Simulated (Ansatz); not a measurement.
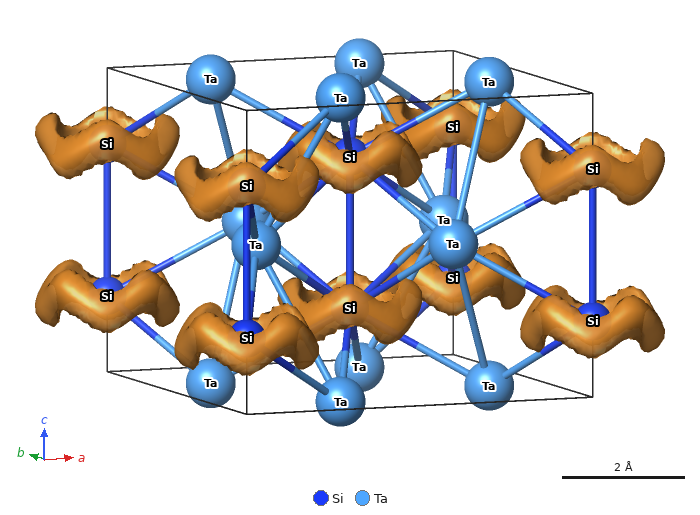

*Ta2Si. Isosurface of the ELF at 0.7 (orange), seen slightly off an axis. Only the valence region is drawn (cores and ρ < 0.01 e/Å³ removed). Sticks mark near contacts.*

Space group I4/mcm; a structure from a database of computed crystals, not necessarily the ambient phase.

The calculation used DFT PBEsol, scalar-relativistic, plane waves, PAW in Ansatz 0.2.0.

Question: Describe the localisation domains.

Answer: The ELF exceeds this value in four regions wrapped around Si (the valence shell of each), counted in one cell of 12 atoms. Regions shared between cells count once. Profiles from the grid: Si–Si (2.52 Å): the ELF peaks at about 0.65 between the atoms. Ta–Si (2.62 Å): the ELF peaks at about 0.65 in the valence shell of Si, 0.9 Å from its nucleus, and is about 0.30 at the midpoint.

Question: Does the calculation make it a metal, or give it a gap?

Answer: It is metallic or semimetallic at this level of theory: no gap opens.
